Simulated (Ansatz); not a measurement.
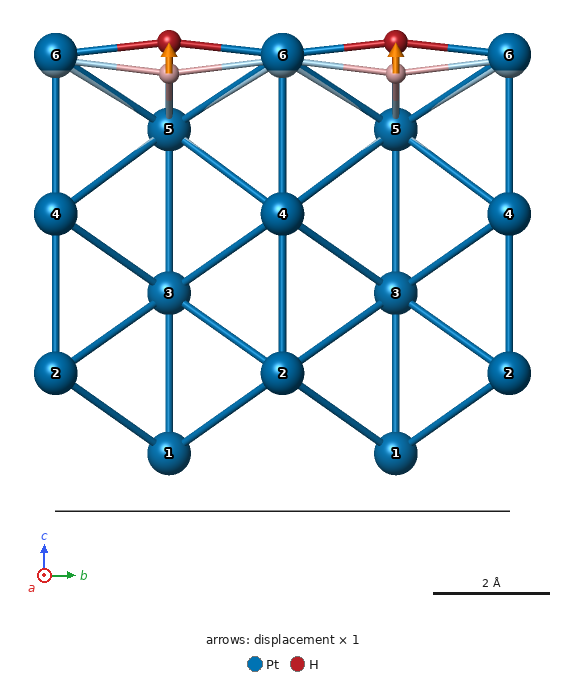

This is a constrained relaxation of a slab of composition HPt$_{6}$ (cut from the Fm-3m phase). The starting structure is drawn faded, the final one solid; orange arrows show the displacements, at their true length.

Style: ball-and-stick. Shown: the 3 × 2 repeat of the cell, outlined in the plane, without the vacuum, along the a axis.

Case: H put at a bridge Pt-Pt site. The slab is the (1 1 0) face of Pt with H on it. 3 atoms are held fixed.

Method: DFT PBEsol, scalar-relativistic, plane waves, PAW (Ansatz).

Input file:
```yaml
crystal:
  lattice:
    - [2.7704872841, 0.0, 0.0]
    - [0.0, 3.9180606916, 0.0]
    - [0.0, 0.0, 25.9262182103]
  atoms:
    - { symbol: Pt, position: [0.5, 0.5, 0.3278534467] }
    - { symbol: Pt, position: [0.0, 0.0, 0.3812836705] }
    - { symbol: Pt, position: [0.5, 0.5, 0.4347138944] }
    - { symbol: Pt, position: [0.0, 0.0, 0.4870824476] }
    - { symbol: Pt, position: [0.5, 0.5, 0.5445585036] }
    - { symbol: Pt, position: [0.0, 0.0, 0.5903142668] }
    - { symbol: H, position: [0.0, 0.5, 0.5810572283] }
basis:
  ecutwfc: 420
kpoints:
  mp_grid: { grid: [10, 7, 1] }
hamiltonian:
  xc: pbesol
scf:
  occupations: { method: gaussian, width: 0.1 }
output:
  forces: true
  eigenvalues: true
  write_density: true
  write_potential: true
  elf: true
  volumetric_format: npy
relax:
  adjacent_minimum: "off"
  f_tol: 0.03
  max_steps: 70
  constraints: [{ sites: [0, 1, 2] }]
efield:
  axis: 3
  dipole_correction: true
  ramp_width: 0.04
```

Launched with:
```bash
ansatz run input.yaml --threads 2 --pin off --max-ram 5120MiB --backend cpu --events-out ev --progress --plain --runs-dir out
```

**Which element moves most?**

Hydrogen: up to 0.54 Å, against 0.09 Å for platinum.

**What happened in the run?**

Over 4 accepted moves (5 points after the start) the energy falls by 0.439 eV per cell of the calculation. The largest force component goes from 1.9 to 0.015 eV/Å. 1 step only repeated the SCF at the same geometry. H7 moves most: 0.54 Å along the normal (+c). Largest moves by element: H 0.54 Å, Pt 0.09 Å. The lattice vectors keep their values. Some distances before and after: Pt5–H7 1.678 → 2.048 Å, Pt4–Pt6 2.676 → 2.752 Å, Pt5–Pt6 2.677 → 2.726 Å, Pt3–Pt5 2.848 → 2.827 Å. Among the angles between lasting bonds that change: Pt5–H7–Pt5 111.3° → 85.1°, Pt5–H7–Pt6 93.9° → 85.4°. Cost: 3.1 min on 2 threads of Arm Neoverse V2, with other jobs on the host, peak memory 0.69 GiB.

Limits of the set-up: the periodic images lie only 2.8 Å apart, so the values are limited by the cell's size.
